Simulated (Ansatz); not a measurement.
Run report: AlRu, geometry relaxation (part 1 of 2)

- system: AlRu (2 atoms in the cell)
- method: DFT PBEsol, scalar-relativistic, plane waves, PAW, no spin polarisation (Ansatz 0.2.0)

The structure was made by swapping elements on the sites of another compound; it need not be a known phase. It belongs to a series of runs on one base structure; here: Ti -> Ru on all its sites, cell and atoms relaxed. Figures and captions count atoms from 1; the log counts them from 0 in places.

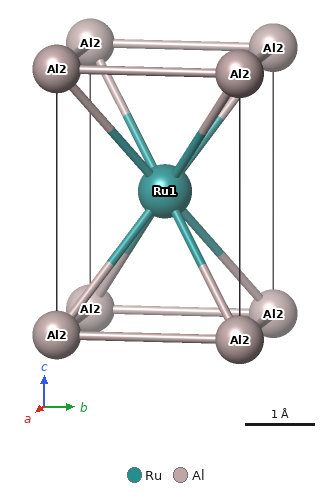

Fig. 1: The structure as given in the input (ball-and-stick view of the cell of the calculation, seen slightly off an axis; atoms are numbered from 1 in the order of the input). An atom can appear more than once, as a periodic image.

Input
```yaml
crystal:
  lattice:
    - [2.69966743, 0.0, 0.0]
    - [0.0, 2.69966743, 0.0]
    - [0.0, 0.0, 3.9038092359]
  atoms:
    - { symbol: Ru, position: [0.5, 0.5, 0.5] }
    - { symbol: Al, position: [0.0, 0.0, 0.0] }
basis:
  ecutwfc: 420
kpoints:
  mp_grid: { grid: [16, 16, 12] }
hamiltonian:
  xc: pbesol
scf:
  occupations: { method: gaussian, width: 0.1 }
output:
  forces: true
  stress: true
  eigenvalues: true
relax:
  adjacent_minimum: "off"
  f_tol: 0.01
  max_steps: 60
  cell: { stress_tol: 0.1 }
```

Run on 1 thread of Intel Xeon @ 2.50GHz (Skylake/Cascade Lake), 32 GiB of memory available, shared host.

Command:
```bash
ansatz run input.yaml --threads 1 --pin off --max-ram 2560MiB --backend cpu --events-out ev --progress --plain --runs-dir out
```

The program's output
```
Engine: ansatz 0.2.0, x86_64-unknown-linux-gnu
Pseudopotentials: kind: paw
Pseudopotential: Ru, paw, valence charge 16, recommended cutoff 420 eV (normal), Ru.paw.azcp
Pseudopotential: Al, paw, valence charge 3, recommended cutoff 420 eV (normal), Al.paw.azcp
Functional definition: PBEsol
  exchange = pbesol_x
  correlation = pbesol_c
Crystal: 2 atoms, lattice volume = 28.452 Å³
Basis set: ecut = 420 eV, 553 PW (Γ), exchange–correlation on 40×40×54 points (8 copies of the dense FFT grid, shifted against one another)
Bands: 14, of which v1, the nominal top of the filled ones, is band 10 counted from 1 (9 counted from 0)
Symmetry: 16 space group operations
Space group: P4/mmm (ITA 123), of the structure as read, at distance tolerance 3.1e-5 Å
k-points: 315 of 3072
Non-local potential: Ru, projectors of the file, l = 0: 3, l = 1: 2, l = 2: 2, l = 3: 1
Non-local potential: Al, projectors of the file, l = 0: 2, l = 1: 2, l = 2: 1
PAW form: soft (Blöchl's): semilocal exchange-correlation on the pseudo side does not see the compensation charge
PAW frozen core: Ru, regenerated for the run's functional, and the local potential with it (the file was generated under x = pbe(κ = 0.804, μ = 0.2195149727645171), c = pbe(β = 0.06672455060314922))
PAW frozen core: Al, regenerated for the run's functional, and the local potential with it (the file was generated under x = pbe(κ = 0.804, μ = 0.2195149727645171), c = pbe(β = 0.06672455060314922))
PAW one-centre angular grid: Ru, 590 points (default); XC on 64 Gauss nodes
PAW one-centre angular grid: Al, 110 points (default); XC on 64 Gauss nodes
Initial density: superposition of atomic densities (neutral atoms: chi_scale 0, normalization atom), corrected by the library's trained network
Initial wavefunctions: pseudopotential atomic-orbital guess
Functional: x = pbesol(κ = 0.804, μ = 0.12345679012345678), c = pbesol(β = 0.046)
SCF iter   1: F=—  HF=-6341.553433 eV  |F-HF|=—  |Δ(HF+E_count)|=         —  Δρ=7.02e-3  dr2=1.21e-2  ethr=1.77e-3  ⟨swp⟩=5.0  Hψ=23793  notcnv=0
preconditioner: auto → none  [metal: Δε(μ)=0.003 eV  Ē_g=8.224 eV  σ=0.100 eV  W_gap=0.02  n_scr=6 (ndim 8)  ℏωp=23.1 eV  f_vac=0.000  D(μ)=2.18/eV (n_scr^D=28)  sad-step TF]
SCF iter   2: F=—  HF=-6341.551448 eV  |F-HF|=—  |Δ(HF+E_count)|=   1.98e-3  Δρ=3.49e-3  dr2=3.13e-3  ethr=6.38e-5  ⟨swp⟩=1.9  Hψ=7241  notcnv=0
SCF iter   3: F=—  HF=-6341.550737 eV  |F-HF|=—  |Δ(HF+E_count)|=   7.11e-4  Δρ=2.49e-4  dr2=1.04e-5  ethr=1.65e-5  ⟨swp⟩=2.5  Hψ=6362  notcnv=0
SCF iter   4: F=—  HF=-6341.550735 eV  |F-HF|=—  |Δ(HF+E_count)|=   1.84e-6  Δρ=6.24e-5  dr2=6.86e-7  ethr=5.50e-8  ⟨swp⟩=2.0  Hψ=7226  notcnv=0
iter 5 did not close the SCF: its close was put off for the readings that it lacked (scf_convergence_deferred on its scf_iter line)
SCF iter   5: F=-6341.550735 eV  HF=-6341.550735 eV  |F-HF|=3.24e-8  |Δ(HF+E_count)|=   1.31e-7  Δρ=1.25e-5  dr2=4.35e-8  ethr=3.61e-9  ⟨swp⟩=2.0  Hψ=6950  notcnv=0
SCF iter   6: F=-6341.550735 eV  HF=-6341.550735 eV  |F-HF|=1.27e-9  |Δ(HF+E_count)|=   1.51e-8  Δρ=3.81e-6  dr2=2.09e-9  ethr=2.29e-10  ⟨swp⟩=2.5  Hψ=16529  notcnv=0
SCF 1 converged in 6 iterations: F = -6341.550735 eV  dr2 = 2.09e-9
  greatest PAW one-centre occupation: 0.999 electrons in one spin orbital (limit 2), on the Ru atom at site 0 (counted from 0), in its partial waves of l = 0
relax step   1: F+E_penalty+E_count = -6341.55073536 eV  Δ(F+E_penalty+E_count) = +0.000e0 eV  max|allowed force component| = 3.328e-30 eV/Å  Δτ_max = 0.0000 Å  P = -6.764 GPa  Ω = 28.452 Å³  (6 SCF iters, dr2 threshold 1.00e-7 eV, accepted)
Crystal: 2 atoms, lattice volume = 27.432 Å³
Basis set: ecut = 420 eV, 545 PW (Γ), exchange–correlation on 40×40×54 points (8 copies of the dense FFT grid, shifted against one another)
Initial density: handed on by an earlier stage of this run
Initial wavefunctions: those handed on with the density
iter 1 solved again at ethr=3.25e-5 eV; its pass at ethr=3.10e-3 eV (dr2=6.18e-3 eV) is discarded
SCF iter   1: F=—  HF=-6341.708590 eV  |F-HF|=—  |Δ(HF+E_count)|=         —  Δρ=7.29e-3  dr2=5.73e-3  ethr=3.25e-5  ⟨swp⟩=2.3  Hψ=30619  notcnv=0
preconditioner: auto → none  [metal: Δε(μ)=0.007 eV  Ē_g=8.546 eV  σ=0.100 eV  W_gap=0.04  n_scr=6 (ndim 8)  ℏωp=23.5 eV  f_vac=0.000  D(μ)=2.41/eV (n_scr^D=28)]
SCF iter   2: F=—  HF=-6341.707482 eV  |F-HF|=—  |Δ(HF+E_count)|=   1.11e-3  Δρ=3.28e-3  dr2=8.59e-4  ethr=3.02e-5  ⟨swp⟩=1.0  Hψ=4410  notcnv=0
SCF iter   3: F=—  HF=-6341.707292 eV  |F-HF|=—  |Δ(HF+E_count)|=   1.90e-4  Δρ=5.01e-4  dr2=4.45e-5  ethr=4.52e-6  ⟨swp⟩=1.1  Hψ=4536  notcnv=0
SCF iter   4: F=—  HF=-6341.707316 eV  |F-HF|=—  |Δ(HF+E_count)|=   2.40e-5  Δρ=9.91e-5  dr2=1.05e-6  ethr=2.34e-7  ⟨swp⟩=2.3  Hψ=7221  notcnv=0
iter 5 did not close the SCF: its close was put off for the readings that it lacked (scf_convergence_deferred on its scf_iter line)
SCF iter   5: F=-6341.707315 eV  HF=-6341.707315 eV  |F-HF|=2.33e-9  |Δ(HF+E_count)|=   1.76e-7  Δρ=1.78e-5  dr2=3.33e-8  ethr=5.55e-9  ⟨swp⟩=2.2  Hψ=6935  notcnv=0
SCF iter   6: F=-6341.707315 eV  HF=-6341.707315 eV  |F-HF|=3.01e-10  |Δ(HF+E_count)|=   6.64e-9  Δρ=2.79e-6  dr2=4.63e-10  ethr=1.75e-10  ⟨swp⟩=2.3  Hψ=13525  notcnv=0
SCF 2 converged in 6 iterations: F = -6341.707315 eV  dr2 = 4.63e-10
relax step   2: F+E_penalty+E_count = -6341.70731535 eV  Δ(F+E_penalty+E_count) = -1.566e-1 eV  max|allowed force component| = 1.580e-29 eV/Å  Δτ_max = 0.0000 Å  P = -1.249 GPa  Ω = 27.432 Å³  energy of the carried Pulay correction = +3.038e-4 eV  (6 SCF iters, dr2 threshold 2.00e-7 eV, accepted)
Crystal: 2 atoms, lattice volume = 27.238 Å³
Basis set: ecut = 420 eV, 535 PW (Γ), exchange–correlation on 40×40×54 points (8 copies of the dense FFT grid, shifted against one another)
iter 1 solved again at ethr=1.29e-4 eV; its pass at ethr=3.10e-3 eV (dr2=2.46e-2 eV) is discarded
SCF iter   1: F=—  HF=-6341.881750 eV  |F-HF|=—  |Δ(HF+E_count)|=         —  Δρ=1.78e-2  dr2=2.42e-2  ethr=1.29e-4  ⟨swp⟩=1.0  Hψ=31187  notcnv=0
preconditioner: auto → none  [metal: Δε(μ)=0.005 eV  Ē_g=8.662 eV  σ=0.100 eV  W_gap=0.03  n_scr=6 (ndim 8)  ℏωp=23.6 eV  f_vac=0.000  D(μ)=1.77/eV (n_scr^D=18)]
SCF iter   2: F=—  HF=-6341.876385 eV  |F-HF|=—  |Δ(HF+E_count)|=   5.36e-3  Δρ=6.76e-3  dr2=2.71e-3  ethr=1.28e-4  ⟨swp⟩=1.0  Hψ=4410  notcnv=0
SCF iter   3: F=—  HF=-6341.875937 eV  |F-HF|=—  |Δ(HF+E_count)|=   4.48e-4  Δρ=1.76e-3  dr2=2.45e-4  ethr=1.43e-5  ⟨swp⟩=1.0  Hψ=4486  notcnv=0
SCF iter   4: F=—  HF=-6341.875887 eV  |F-HF|=—  |Δ(HF+E_count)|=   5.06e-5  Δρ=1.35e-4  dr2=2.35e-6  ethr=1.29e-6  ⟨swp⟩=2.3  Hψ=7068  notcnv=0
SCF iter   5: F=—  HF=-6341.875926 eV  |F-HF|=—  |Δ(HF+E_count)|=   3.91e-5  Δρ=2.74e-5  dr2=5.76e-8  ethr=1.24e-8  ⟨swp⟩=2.3  Hψ=7243  notcnv=0
SCF iter   6: F=-6341.875926 eV  HF=-6341.875926 eV  |F-HF|=8.19e-12  |Δ(HF+E_count)|=   1.97e-8  Δρ=4.32e-6  dr2=1.92e-9  ethr=3.03e-10  ⟨swp⟩=2.7  Hψ=13508  notcnv=0
SCF 3 converged in 6 iterations: F = -6341.875926 eV  dr2 = 1.92e-9
relax step   3: F+E_penalty+E_count = -6341.87592592 eV  Δ(F+E_penalty+E_count) = -1.686e-1 eV  max|allowed force component| = 2.644e-28 eV/Å  Δτ_max = 0.0000 Å  P = -2.008 GPa  Ω = 27.238 Å³  energy of the carried Pulay correction = +3.426e-4 eV  (6 SCF iters, dr2 threshold 2.00e-7 eV, accepted)
Crystal: 2 atoms, lattice volume = 26.833 Å³
Basis set: ecut = 420 eV, 519 PW (Γ), exchange–correlation on 40×40×54 points (8 copies of the dense FFT grid, shifted against one another)
iter 1 solved again at ethr=7.61e-5 eV; its pass at ethr=3.10e-3 eV (dr2=1.45e-2 eV) is discarded
SCF iter   1: F=—  HF=-6342.088068 eV  |F-HF|=—  |Δ(HF+E_count)|=         —  Δρ=1.36e-2  dr2=1.40e-2  ethr=7.61e-5  ⟨swp⟩=1.0  Hψ=31064  notcnv=0
preconditioner: auto → none  [metal: Δε(μ)=0.008 eV  Ē_g=8.805 eV  σ=0.100 eV  W_gap=0.04  n_scr=6 (ndim 8)  ℏωp=23.8 eV  f_vac=0.000  D(μ)=1.62/eV (n_scr^D=18)]
SCF iter   2: F=—  HF=-6342.085508 eV  |F-HF|=—  |Δ(HF+E_count)|=   2.56e-3  Δρ=5.92e-3  dr2=2.20e-3  ethr=7.39e-5  ⟨swp⟩=1.0  Hψ=4410  notcnv=0
SCF iter   3: F=—  HF=-6342.085181 eV  |F-HF|=—  |Δ(HF+E_count)|=   3.27e-4  Δρ=1.00e-3  dr2=1.29e-4  ethr=1.16e-5  ⟨swp⟩=1.0  Hψ=4510  notcnv=0
SCF iter   4: F=—  HF=-6342.085172 eV  |F-HF|=—  |Δ(HF+E_count)|=   8.82e-6  Δρ=9.74e-5  dr2=8.00e-7  ethr=6.80e-7  ⟨swp⟩=2.1  Hψ=6872  notcnv=0
iter 5 did not close the SCF: its close was put off for the readings that it lacked (scf_convergence_deferred on its scf_iter line)
SCF iter   5: F=-6342.085172 eV  HF=-6342.085172 eV  |F-HF|=5.65e-9  |Δ(HF+E_count)|=   2.42e-7  Δρ=1.86e-5  dr2=2.34e-8  ethr=4.21e-9  ⟨swp⟩=2.4  Hψ=6621  notcnv=0
SCF iter   6: F=-6342.085172 eV  HF=-6342.085172 eV  |F-HF|=4.35e-10  |Δ(HF+E_count)|=   9.51e-9  Δρ=2.06e-6  dr2=6.04e-10  ethr=1.23e-10  ⟨swp⟩=2.1  Hψ=13690  notcnv=0
SCF 4 converged in 6 iterations: F = -6342.085172 eV  dr2 = 6.04e-10
relax step   4: F+E_penalty+E_count = -6342.08517244 eV  Δ(F+E_penalty+E_count) = -2.092e-1 eV  max|allowed force component| = 6.922e-29 eV/Å  Δτ_max = 0.0000 Å  P = -1.410 GPa  Ω = 26.833 Å³  energy of the carried Pulay correction = +4.529e-4 eV  (6 SCF iters, dr2 threshold 2.00e-7 eV, accepted)
Crystal: 2 atoms, lattice volume = 26.147 Å³
Basis set: ecut = 420 eV, 495 PW (Γ), exchange–correlation on 40×40×54 points (8 copies of the dense FFT grid, shifted against one another)
iter 1 solved again at ethr=4.06e-5 eV; its pass at ethr=3.10e-3 eV (dr2=7.71e-3 eV) is discarded
SCF iter   1: F=—  HF=-6342.246382 eV  |F-HF|=—  |Δ(HF+E_count)|=         —  Δρ=7.33e-3  dr2=7.43e-3  ethr=4.06e-5  ⟨swp⟩=1.8  Hψ=31489  notcnv=0
preconditioner: auto → none  [metal: Δε(μ)=0.010 eV  Ē_g=9.048 eV  σ=0.100 eV  W_gap=0.06  n_scr=6 (ndim 8)  ℏωp=24.1 eV  f_vac=0.000  D(μ)=1.47/eV (n_scr^D=18)]
SCF iter   2: F=—  HF=-6342.245166 eV  |F-HF|=—  |Δ(HF+E_count)|=   1.22e-3  Δρ=3.32e-3  dr2=1.03e-3  ethr=3.91e-5  ⟨swp⟩=1.1  Hψ=4545  notcnv=0
SCF iter   3: F=—  HF=-6342.245016 eV  |F-HF|=—  |Δ(HF+E_count)|=   1.50e-4  Δρ=5.01e-4  dr2=3.27e-5  ethr=5.40e-6  ⟨swp⟩=1.2  Hψ=4478  notcnv=0
SCF iter   4: F=—  HF=-6342.245025 eV  |F-HF|=—  |Δ(HF+E_count)|=   8.78e-6  Δρ=5.50e-5  dr2=2.50e-7  ethr=1.72e-7  ⟨swp⟩=2.5  Hψ=6714  notcnv=0
iter 5 did not close the SCF: its close was put off for the readings that it lacked (scf_convergence_deferred on its scf_iter line)
SCF iter   5: F=-6342.245025 eV  HF=-6342.245025 eV  |F-HF|=1.39e-9  |Δ(HF+E_count)|=   3.10e-8  Δρ=1.18e-5  dr2=9.69e-9  ethr=1.32e-9  ⟨swp⟩=1.8  Hψ=5767  notcnv=0
SCF iter   6: F=-6342.245025 eV  HF=-6342.245025 eV  |F-HF|=4.33e-10  |Δ(HF+E_count)|=   1.75e-9  Δρ=1.78e-6  dr2=5.81e-10  ethr=5.10e-11  ⟨swp⟩=1.7  Hψ=13665  notcnv=0
SCF 5 converged in 6 iterations: F = -6342.245025 eV  dr2 = 5.81e-10
relax step   5: F+E_penalty+E_count = -6342.24502466 eV  Δ(F+E_penalty+E_count) = -1.599e-1 eV  max|allowed force component| = 9.614e-30 eV/Å  Δτ_max = 0.0000 Å  P = +2.394 GPa  Ω = 26.147 Å³  energy of the carried Pulay correction = +6.611e-4 eV  (6 SCF iters, dr2 threshold 2.00e-7 eV, accepted)
Crystal: 2 atoms, lattice volume = 26.227 Å³
Basis set: ecut = 420 eV, 485 PW (Γ), exchange–correlation on 40×40×54 points (8 copies of the dense FFT grid, shifted against one another)
iter 1 solved again at ethr=3.22e-5 eV; its pass at ethr=3.10e-3 eV (dr2=6.11e-3 eV) is discarded
SCF iter   1: F=—  HF=-6342.304970 eV  |F-HF|=—  |Δ(HF+E_count)|=         —  Δρ=8.21e-3  dr2=6.16e-3  ethr=3.22e-5  ⟨swp⟩=1.4  Hψ=31076  notcnv=0
preconditioner: auto → none  [metal: Δε(μ)=0.002 eV  Ē_g=9.048 eV  σ=0.100 eV  W_gap=0.01  n_scr=6 (ndim 8)  ℏωp=24.0 eV  f_vac=0.000  D(μ)=1.48/eV (n_scr^D=18)]
SCF iter   2: F=—  HF=-6342.303979 eV  |F-HF|=—  |Δ(HF+E_count)|=   9.90e-4  Δρ=3.96e-3  dr2=1.13e-3  ethr=3.22e-5  ⟨swp⟩=1.0  Hψ=4428  notcnv=0
SCF iter   3: F=—  HF=-6342.303882 eV  |F-HF|=—  |Δ(HF+E_count)|=   9.76e-5  Δρ=5.11e-4  dr2=2.70e-5  ethr=5.97e-6  ⟨swp⟩=1.1  Hψ=4428  notcnv=0
SCF iter   4: F=—  HF=-6342.303819 eV  |F-HF|=—  |Δ(HF+E_count)|=   6.30e-5  Δρ=8.61e-5  dr2=4.11e-7  ethr=1.42e-7  ⟨swp⟩=2.3  Hψ=7009  notcnv=0
iter 5 did not close the SCF: its close was put off for the readings that it lacked (scf_convergence_deferred on its scf_iter line)
SCF iter   5: F=-6342.303819 eV  HF=-6342.303819 eV  |F-HF|=4.64e-11  |Δ(HF+E_count)|=   9.94e-8  Δρ=1.13e-5  dr2=5.75e-9  ethr=2.16e-9  ⟨swp⟩=1.3  Hψ=4679  notcnv=0
SCF iter   6: F=-6342.303819 eV  HF=-6342.303819 eV  |F-HF|=7.28e-12  |Δ(HF+E_count)|=  4.43e-10  Δρ=4.67e-7  dr2=1.74e-11  ethr=3.02e-11  ⟨swp⟩=2.0  Hψ=13572  notcnv=0
SCF 6 converged in 6 iterations: F = -6342.303819 eV  dr2 = 1.74e-11
relax step   6: F+E_penalty+E_count = -6342.30381867 eV  Δ(F+E_penalty+E_count) = -5.879e-2 eV  max|allowed force component| = 3.106e-30 eV/Å  Δτ_max = 0.0000 Å  P = +0.660 GPa  Ω = 26.227 Å³  energy of the carried Pulay correction = +6.079e-4 eV  (6 SCF iters, dr2 threshold 2.00e-7 eV, accepted)
Crystal: 2 atoms, lattice volume = 26.306 Å³
iter 1 solved again at ethr=1.15e-6 eV; its pass at ethr=3.10e-3 eV (dr2=2.18e-4 eV) is discarded
SCF iter   1: F=—  HF=-6342.307330 eV  |F-HF|=—  |Δ(HF+E_count)|=         —  Δρ=1.61e-3  dr2=2.80e-4  ethr=1.15e-6  ⟨swp⟩=2.0  Hψ=30218  notcnv=0
preconditioner: auto → none  [metal: Δε(μ)=0.013 eV  Ē_g=9.026 eV  σ=0.100 eV  W_gap=0.08  n_scr=6 (ndim 8)  ℏωp=24.0 eV  f_vac=0.000  D(μ)=1.49/eV (n_scr^D=18)]
SCF iter   2: F=—  HF=-6342.307277 eV  |F-HF|=—  |Δ(HF+E_count)|=   5.30e-5  Δρ=7.43e-4  dr2=4.56e-5  ethr=1.15e-6  ⟨swp⟩=1.1  Hψ=4527  notcnv=0
SCF iter   3: F=—  HF=-6342.307223 eV  |F-HF|=—  |Δ(HF+E_count)|=   5.41e-5  Δρ=8.09e-5  dr2=8.22e-7  ethr=2.40e-7  ⟨swp⟩=1.0  Hψ=4414  notcnv=0
iter 4 did not close the SCF: its close was put off for the readings that it lacked (scf_convergence_deferred on its scf_iter line)
SCF iter   4: F=-6342.307223 eV  HF=-6342.307223 eV  |F-HF|=2.11e-9  |Δ(HF+E_count)|=   7.66e-8  Δρ=1.42e-5  dr2=1.26e-8  ethr=4.33e-9  ⟨swp⟩=2.4  Hψ=7309  notcnv=0
iter 5 did not close the SCF: its close was put off for the readings that it lacked (scf_convergence_deferred on its scf_iter line)
SCF iter   5: F=-6342.307223 eV  HF=-6342.307223 eV  |F-HF|=2.73e-11  |Δ(HF+E_count)|=   2.85e-9  Δρ=2.51e-6  dr2=3.45e-10  ethr=6.66e-11  ⟨swp⟩=1.3  Hψ=4767  notcnv=0
SCF iter   6: F=-6342.307223 eV  HF=-6342.307223 eV  |F-HF|=1.64e-11  |Δ(HF+E_count)|=  2.91e-11  Δρ=3.10e-7  dr2=2.01e-11  ethr=1.82e-12  ⟨swp⟩=1.1  Hψ=13248  notcnv=0
SCF 7 converged in 6 iterations: F = -6342.307223 eV  dr2 = 2.01e-11
relax step   7: F+E_penalty+E_count = -6342.30722287 eV  Δ(F+E_penalty+E_count) = -3.404e-3 eV  max|allowed force component| = 8.835e-29 eV/Å  Δτ_max = 0.0000 Å  P = +0.028 GPa  Ω = 26.306 Å³  energy of the carried Pulay correction = +5.854e-4 eV  (6 SCF iters, dr2 threshold 2.00e-7 eV, accepted)
Crystal: 2 atoms, lattice volume = 26.310 Å³
iter 1 solved again at ethr=2.61e-8 eV; its pass at ethr=3.10e-3 eV (dr2=4.96e-6 eV) is discarded
SCF iter   1: F=—  HF=-6342.307300 eV  |F-HF|=—  |Δ(HF+E_count)|=         —  Δρ=1.64e-4  dr2=2.60e-6  ethr=2.61e-8  ⟨swp⟩=2.7  Hψ=27143  notcnv=0
preconditioner: auto → none  [metal: Δε(μ)=0.013 eV  Ē_g=9.023 eV  σ=0.100 eV  W_gap=0.07  n_scr=6 (ndim 8)  ℏωp=24.0 eV  f_vac=0.000  D(μ)=1.49/eV (n_scr^D=18)]
SCF iter   2: F=—  HF=-6342.307255 eV  |F-HF|=—  |Δ(HF+E_count)|=   4.52e-5  Δρ=7.76e-5  dr2=4.66e-7  ethr=1.37e-8  ⟨swp⟩=1.4  Hψ=5275  notcnv=0
iter 3 did not close the SCF: its close was put off for the readings that it lacked (scf_convergence_deferred on its scf_iter line)
SCF iter   3: F=-6342.307255 eV  HF=-6342.307255 eV  |F-HF|=3.77e-9  |Δ(HF+E_count)|=   6.92e-8  Δρ=8.47e-6  dr2=7.40e-9  ethr=2.45e-9  ⟨swp⟩=1.0  Hψ=4414  notcnv=0
iter 4 did not close the SCF: its close was put off for the readings that it lacked (scf_convergence_deferred on its scf_iter line)
SCF iter   4: F=-6342.307255 eV  HF=-6342.307255 eV  |F-HF|=1.64e-11  |Δ(HF+E_count)|=   1.35e-9  Δρ=1.53e-6  dr2=1.58e-10  ethr=3.89e-11  ⟨swp⟩=2.7  Hψ=7468  notcnv=0
iter 5 did not close the SCF: its close was put off for the readings that it lacked (scf_convergence_deferred on its scf_iter line)
SCF iter   5: F=-6342.307255 eV  HF=-6342.307255 eV  |F-HF|=0.00e0  |Δ(HF+E_count)|=  2.73e-11  Δρ=2.90e-7  dr2=5.03e-12  ethr=1.00e-12  ⟨swp⟩=1.2  Hψ=4631  notcnv=0
SCF iter   6: F=-6342.307255 eV  HF=-6342.307255 eV  |F-HF|=1.82e-12  |Δ(HF+E_count)|=  1.82e-12  Δρ=3.19e-8  dr2=2.48e-13  ethr=1.00e-12  ⟨swp⟩=1.0  Hψ=10098  notcnv=0
SCF 8 converged in 6 iterations: F = -6342.307255 eV  dr2 = 2.48e-13
```
